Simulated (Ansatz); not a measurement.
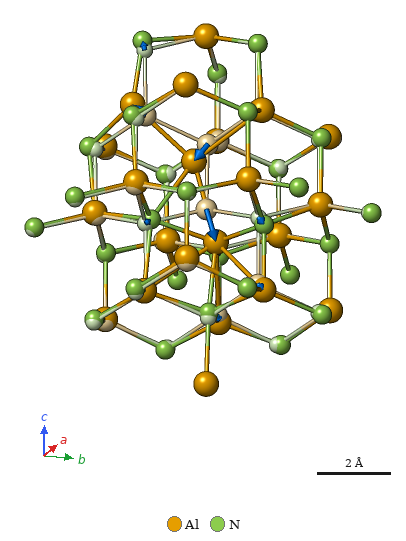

A relaxation of a defect cell of composition Al₄₉N₄₇ (cell charge +1). The starting structure is drawn faded, the final one solid; blue arrows show the displacements, at their true length.

Style: ball-and-stick. Shown: the atoms within 5.0 Å of the atom that moves most (axes of the cell of the calculation (origin shifted)), from a free direction.

These are results of Ansatz 0.2.0, DFT, PBEsol, PAW, plane waves, not measurements. Settings: plane-wave cutoff 420 eV; k-point mesh 1 × 1 × 1; mesh shifted by (0.25, 0.25, 0.25); collinear spin; atoms relaxed in a fixed cell; force threshold 0.03 eV/Å; at most 80 steps.

Which element moves most?

Aluminium: up to 0.97 Å, against 0.28 Å for nitrogen.

What did the optimiser do to the structure, and how much energy did it gain?

The energy falls by 11.603 eV per cell of the calculation in 16 geometry steps. Largest force component: 14 eV/Å at the start, 0.0097 eV/Å at the end. An Al atom moves most: 0.97 Å roughly along [0 1 −3]. By element the largest moves are Al 0.97 Å, N 0.28 Å. The cell stays as it was. Near-neighbour distances that change, for instance: Al–N 3.108 → 2.039 Å, Al–N 3.035 → 2.185 Å, Al–Al 3.118 → 2.544 Å, Al–Al 1.855 → 2.427 Å. New bonds form, among them: Al–N (3.11 → 2.04 Å). Bond angles that change, for instance: Al–Al–N 109.0° → 60.4°, Al–Al–Al 108.9° → 145.5°, Al–N–Al 108.1° → 82.0°. The run may lie on a higher electronic state than the lowest, so the end point isn't shown to be the ground-state structure.

Limits of the set-up: the cell is charged, on a uniform background, and energies carry no finite-size correction.
